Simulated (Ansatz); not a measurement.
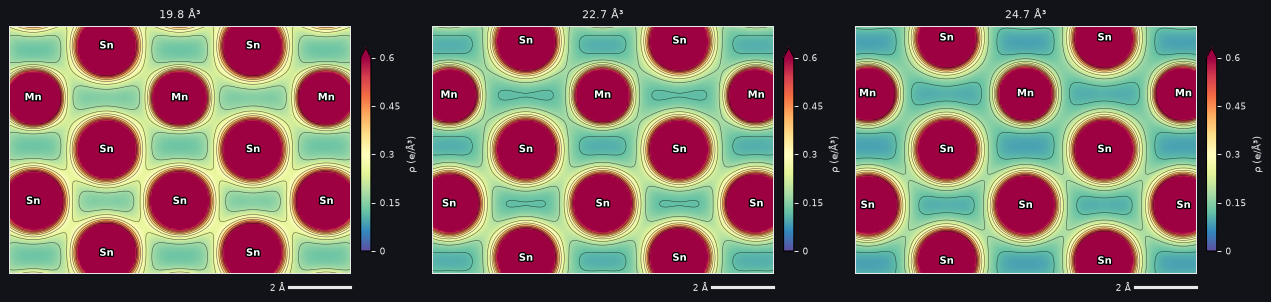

MnSn$_{3}$. The valence charge density (pseudo) of cells scaled evenly to different volumes (given per atom above each panel), on the (11̄0) plane of each (indices in the axes of the cell below), at one length scale and on one colour scale.

Started from the BiF3 (D0_3) prototype, which need not be the ambient phase; spin-polarised.

The calculation used DFT PBE, scalar-relativistic, plane waves, PAW in Ansatz 0.2.0.

The largest cell:

```
Sn Mn
1.0
     0.00000    3.71672    3.71672
     3.71672    0.00000    3.71672
     3.71672    3.71672    0.00000
Sn Mn
3 1
Direct
  0.25000 0.25000 0.25000
  0.75000 0.75000 0.75000
  0.50000 0.50000 0.50000
  0.00000 0.00000 0.00000
```

| volume (Å³/atom) | Sn–Sn contact in the plane (Å) | ρ at its midpoint (e/Å³) | pressure (GPa) | largest moment (μB) | 
| --- | --- | --- | --- | --- |
| 19.75 | 2.949 | 0.252 | 17.9 | 3.44 | 
| 22.71 | 3.090 | 0.206 | 4.8 | 3.91 | 
| 23.70 | 3.134 | ? | ? | ? | 
| 24.68 | 3.177 | 0.182 | 0.0 | 4.13 | 
| 25.67 | 3.219 | 0.172 | −1.8 | 4.21 | 

Question: Estimate the missing row, and compare with the calculation.

Answer: Over the known rows ln ρ falls by 1.42 per Å of Sn–Sn distance (a least-squares line), which gives 0.194 e/Å³ at 3.134 Å; the calculation gives 0.194 e/Å³. For the pressure, a straight line in volume between the neighbouring rows gives 2.4 GPa; the calculation gives 2.2. For the largest moment, a straight line in volume between the neighbouring rows gives 4.02 μB; the calculation gives 4.02.
